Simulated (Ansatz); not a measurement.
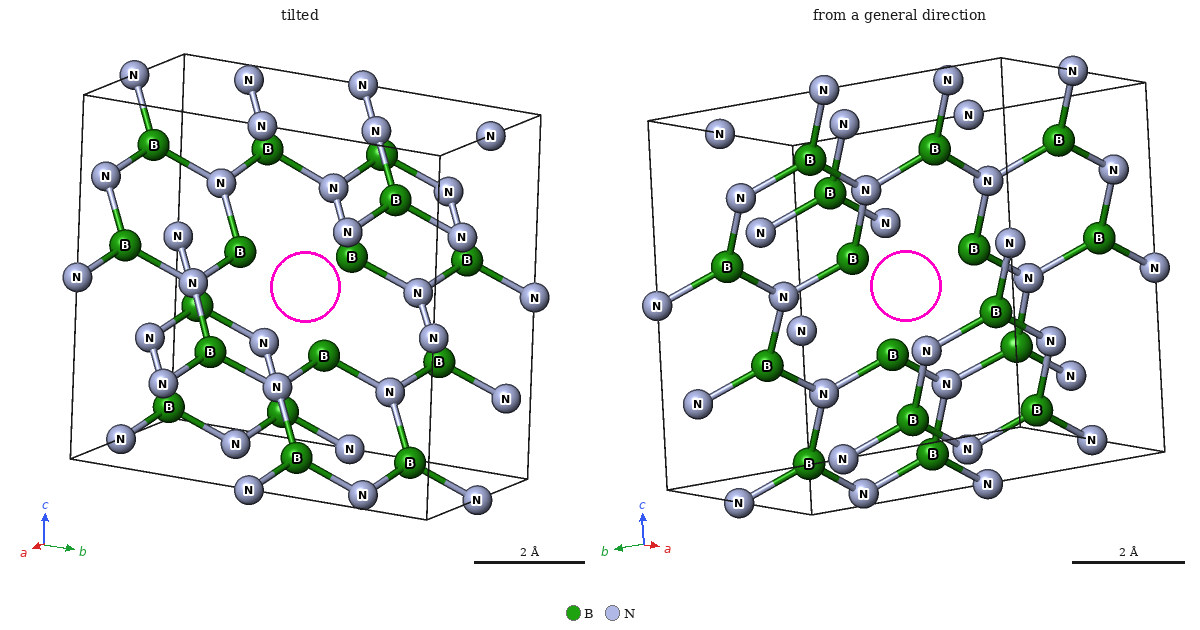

The figure gives a ball-and-stick picture of the atoms, viewed slightly off an axis and from a general direction. The supercell is outlined; an atom on or near a face, edge or corner is repeated at each equivalent position. The host is BN, in a cell of 32 sites, and the cell carries a charge of +3. A ring marks the defect's site.

### What kind of defect was put in?

A nitrogen vacancy. Around the empty site lie three B at about 1.4 Å.

The atoms were relaxed in the host's cell with Ansatz 0.2.0, DFT PBE+D3(BJ), scalar-relativistic, plane waves, PAW.
